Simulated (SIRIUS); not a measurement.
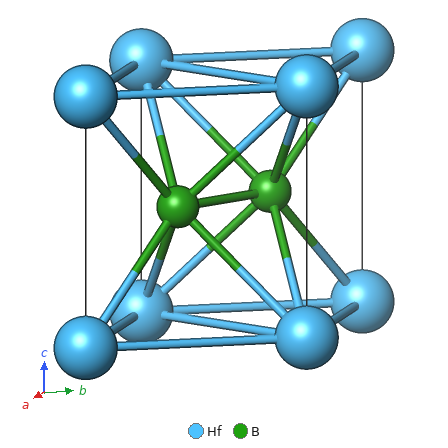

System: HfB₂, space group P6/mmm (No. 191). The picture shows the conventional cell.

Starting cell:
```yaml
crystal:
  lattice:
    - [3.14000, 0.00000, 0.00000]
    - [-1.57000, 2.71932, 0.00000]
    - [0.00000, 0.00000, 3.48000]
  atoms:
    - { symbol: Hf, position: [0.00000, 0.00000, 0.00000] }
    - { symbol: B, position: [0.66667, 0.33333, 0.50000] }
    - { symbol: B, position: [0.33333, 0.66667, 0.50000] }
```

Calculation (SIRIUS 7.10.0): plane-wave DFT, no spin polarisation; energies at scaled volumes of the given cell, shape and fractions fixed, counted from the fit's minimum, third-order Birch-Murnaghan fit. Level: AM05.

k mesh 5×5×4; occupations Fermi–Dirac; smearing width 0.05 eV; potentials dojo sr pbe 0.4.1 standard; wave cutoff 1054 eV; density cutoff 4214 eV.

What does the calculation give for the energy and pressure against volume? The volume takes the values 9.31, 9.51, 9.71, 9.90, 10.10, 10.30, 10.50 Å³/atom.

A third-order Birch–Murnaghan fit gives V0 = 9.76 Å³/atom, B0 = 264 GPa and B′ = 3.9. The energy is 18.73 meV/atom at volume 9.31 Å³/atom and 40.44 meV/atom at 10.50 Å³/atom; the lowest computed point is at volume 9.71 Å³/atom (0.28 meV/atom), in a single well. The pressure falls from 13.71 GPa at volume 9.31 Å³/atom to −16.65 GPa at 10.50 Å³/atom, and changes sign near 9.77 Å³/atom.

```csv
volume (Å³/atom),energy (meV/atom),pressure (GPa)
9.31,18.73,13.71
9.51,5.74,7.32
9.71,0.28,1.54
9.90,1.63,-3.70
10.10,9.15,-8.45
10.30,22.26,-12.75
10.50,40.44,-16.65
```

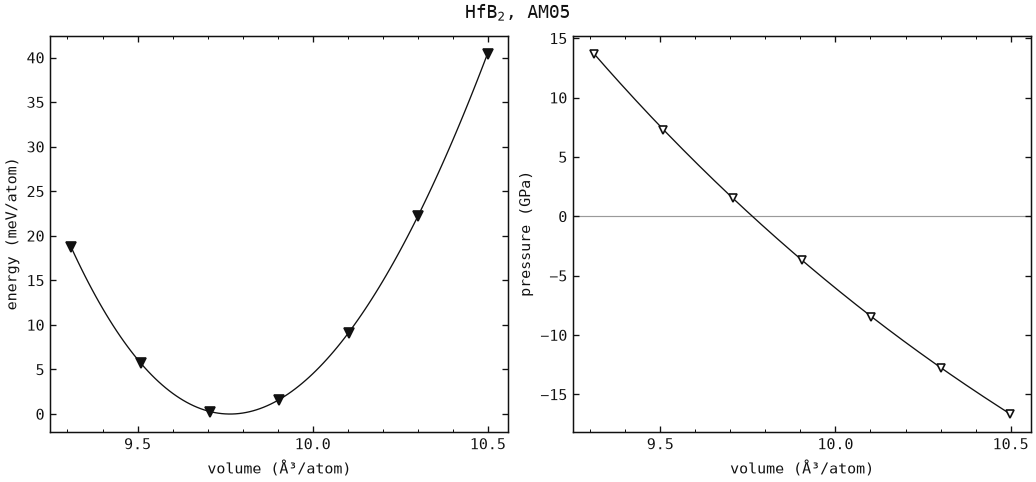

Keep in mind: coarse k mesh; shape and atomic fractions are frozen while scaling, which makes layered, chain and framework solids too stiff.
